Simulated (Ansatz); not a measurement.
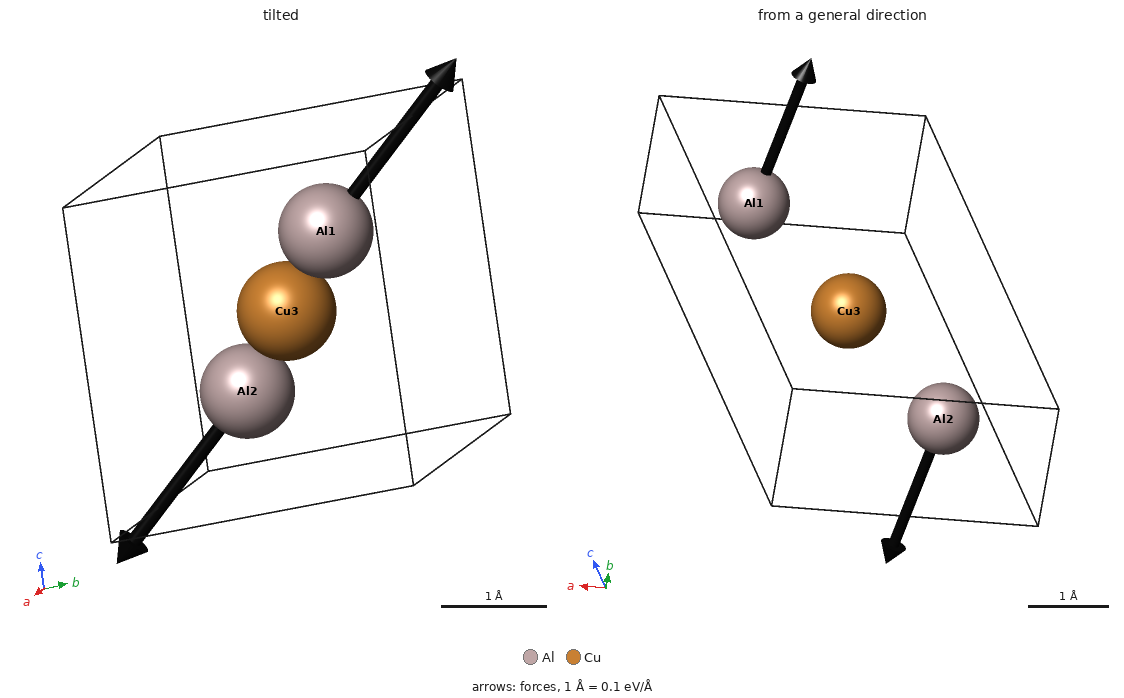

Drawn in the spheres-only manner and seen slightly off an axis and from a general direction. Atoms at the boundary of the cell (the run's own, in a reduced setting) (the box) are drawn once for each face, edge or corner they touch. The arrows are the computed forces on the atoms.

System: Al2Cu. The numbers come from DFT PBE, scalar-relativistic, plane waves, PAW (Ansatz 0.2.0), using E_cut = 420 eV, k-points about 0.13 Å⁻¹ apart, Gaussian smearing of 0.15 eV, no spin polarisation.

> Are the forces small enough to call this converged?

No. The atoms still feel forces of up to about 0.17 eV/Å, above a usual threshold of 0.01 to 0.03 eV/Å.

> Identify the atom with the maximum force.

Al1 and Al2, about 0.17 eV/Å.

The cell started as a structure listed in the Materials Project. The cell was then strained or its atoms displaced on purpose. A calculation with Ansatz used it as input.
